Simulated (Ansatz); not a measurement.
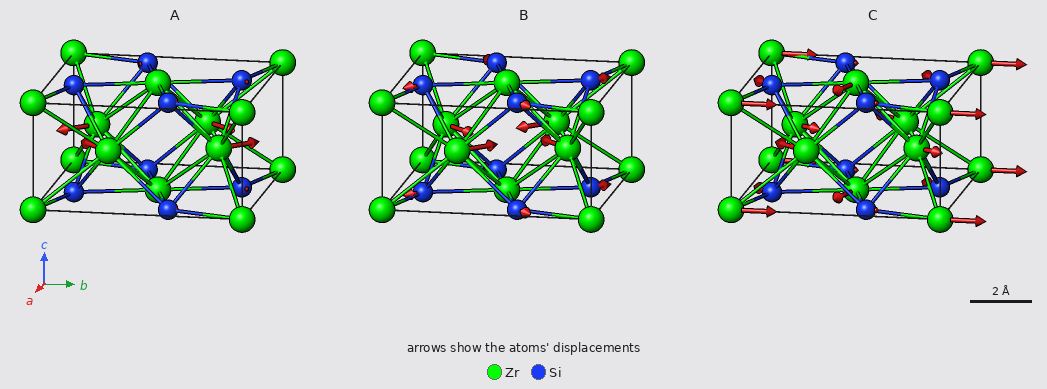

Modes of crystalline Zr$_{3}$Si$_{2}$, space group P4/mbm (No. 127), at the zone centre (one member of each degenerate set). The red arrows give the relative displacements of the atoms. Style: ball-and-stick. Shown: the cell of the calculation, slightly off an axis.

All numbers below come from DFT LDA, scalar-relativistic, plane waves, PAW (Ansatz 0.2.0).

The frequencies depend somewhat on the k-mesh and the smearing.

Give the symmetry species and the selection rules of each.

A is B₂g, Raman-active by symmetry (208 cm⁻¹). B is A₂g, silent by symmetry (neither infrared- nor Raman-active) (162 cm⁻¹). C is E_u, infrared-active by symmetry (185 cm⁻¹). The crystal has a centre of inversion, so no mode is both. In a metal the free carriers screen the infrared response.
